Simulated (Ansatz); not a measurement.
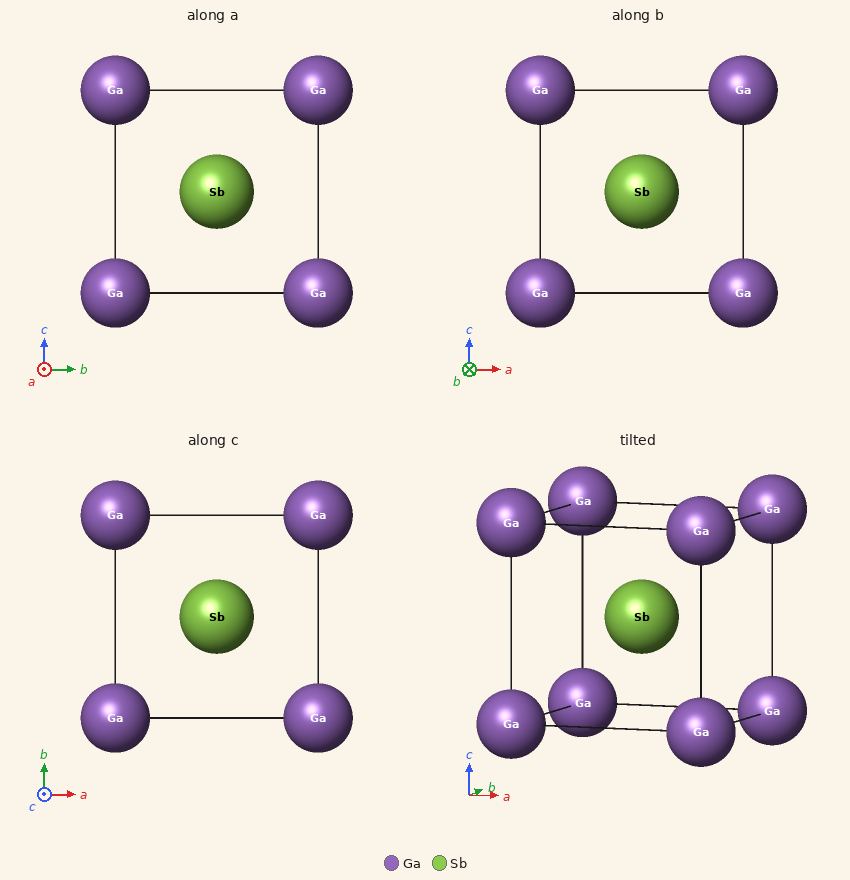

Spheres-only drawing of the structure, looking along the a axis, along the b axis, along the c axis and slightly off an axis. Lines trace the edges of the conventional unit cell.

Lattice parameters: a = 3.559 Å, b = 3.559 Å, c = 3.559 Å, α = 90.00°, β = 90.00°, γ = 90.00°.

Question: Set out the cell and atoms as a table of Wyckoff sites.

Answer: Space group Pm-3m (No. 221).
```tsv
atom	site	x	y	z
Ga	1a	0.0000	0.0000	0.0000
Sb	1b	0.5000	0.5000	0.5000
```

It goes back to a structure type filled with these elements by a generator (whether the compound takes this form wasn't checked). What is shown is the relaxed result from DFT, r2SCAN+rVV10, plane waves, PAW (Ansatz).
